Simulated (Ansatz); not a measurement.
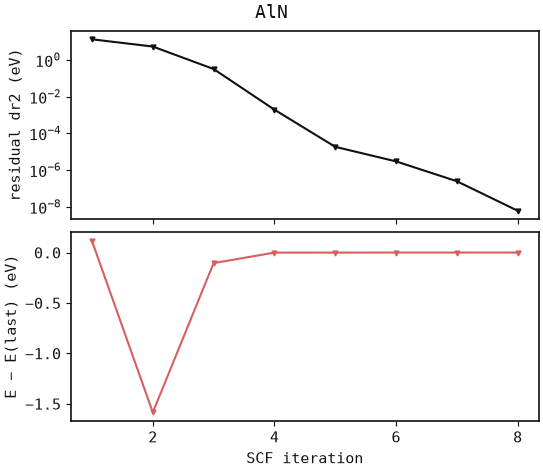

The plot shows the SCF iterations of a calculation: density residual dr2, Harris–Foulkes energy less its last value. The starting density is a sum of atomic densities corrected by a trained network.

AlN (4 atoms in the cell, total charge +10), run with Ansatz.

```
crystal:
  lattice:
    - [3.1302084199, 0.0, 0.0]
    - [-1.56510421, 2.7108400108, 0.0]
    - [0.0, 0.0, 5.0180433219]
  atoms:
    - { symbol: Al, position: [0.6666666667, 0.3333333333, 0.4992342259] }
    - { symbol: Al, position: [0.3333333333, 0.6666666667, 0.9992342259] }
    - { symbol: "N", position: [0.6666666667, 0.3333333333, 0.8807657741] }
    - { symbol: "N", position: [0.3333333333, 0.6666666667, 0.3807657741] }
basis:
  ecutwfc: 420
kpoints:
  mp_grid: { grid: [12, 12, 6] }
hamiltonian:
  xc: pbe
scf:
  occupations: { method: gaussian, width: 0.02 }
  max_iter: 100
output:
  forces: true
  eigenvalues: true
  stress: true
total_charge: 10
```

Run as:
```bash
ansatz run input.yaml --threads 4 --pin off --max-ram 10240MiB --backend cpu --events-out ev --progress --plain --runs-dir out
```

Did the calculation converge?

Answer. The run converged; it took 8 iterations. The residual falls at every step.

Is anything amiss with this input?

Answer. The input holds a fault (a charge that the system can't hold). The SCF closed all the same, which doesn't make the results meaningful for the real system.
